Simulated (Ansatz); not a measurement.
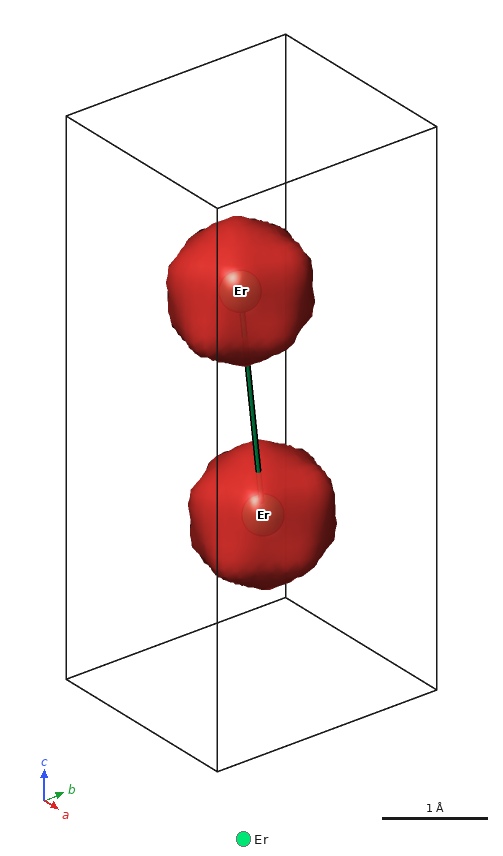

Er. Isosurface of the spin density at +0.3 e/Å³ (red), seen slightly off an axis. Sticks mark near contacts.

Space group P6₃/mmc; computed pressure about 3 GPa in this cell; the SCF solution may not be the lowest one; no Hubbard U on the f states and no spin–orbit coupling; the program warned that a lower state may break the symmetry and an open shell was started evenly filled; spin-polarised.

Method: Ansatz, Kohn-Sham DFT of a periodic cell, PBE, Ansatz PAW.

Core electrons are frozen (PAW), and the valence fields are smoothed inside the atomic spheres.

```yaml
crystal:
  lattice:
    - [3.55880, 0.00000, 0.00000]
    - [-1.77940, 3.08201, 0.00000]
    - [0.00000, 0.00000, 5.58740]
  atoms:
    - { symbol: Er, position: [0.66667, 0.33333, 0.75000] }
    - { symbol: Er, position: [0.33333, 0.66667, 0.25000] }
```

Q: Which atoms carry the moments, and with what signs?

A: The spin density sits on Er: +2.3 μB (×2) in one cell of 2 atoms: parallel main moments (a ferromagnetic arrangement) in this solution. The cell of the calculation (2 atoms) carries 4.3 μB of net spin moment.
